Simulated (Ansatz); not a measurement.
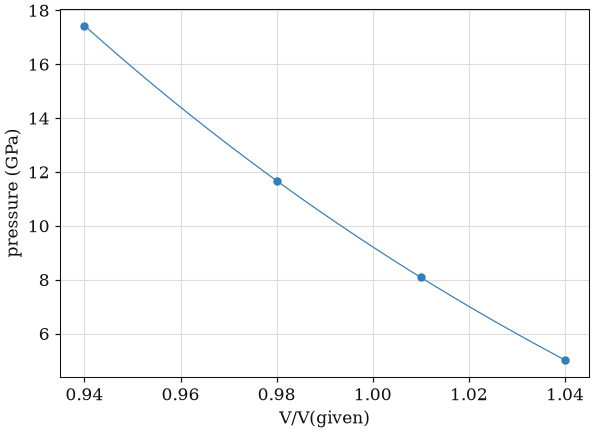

Pressure against V/V(given) for SnS₂, space group P-3m1 (No. 164).

V(given) is 20.53 Å³/atom.

The pressure falls from 17.4 GPa at V/V(given) 0.94 to 5.0 GPa at 1.04.

How it was computed, with Ansatz 0.2.0: periodic Kohn-Sham DFT of a crystal at fixed atoms, scaled to the stated factor times the given cell; pressure positive in compression. Level: PBE.

- method: frozen-core PAW
- relativity: scalar
- k mesh: 10×10×6
- occupations: Fermi–Dirac
- smearing width: 0.01 eV
- wave cutoff: 420 eV
- PAW set: soft_2

Cell as given: a = 3.598 Å, b = 3.598 Å, c = 5.494 Å, α = 90.00°, β = 90.00°, γ = 120.00°; 3 atoms.

Keep in mind: field gradient without spin-orbit coupling on heavy atoms; the volumes run don't bracket the minimum of the energy, so any equilibrium value is extrapolated; shape and atomic fractions are frozen while scaling, which makes layered, chain and framework solids too stiff.
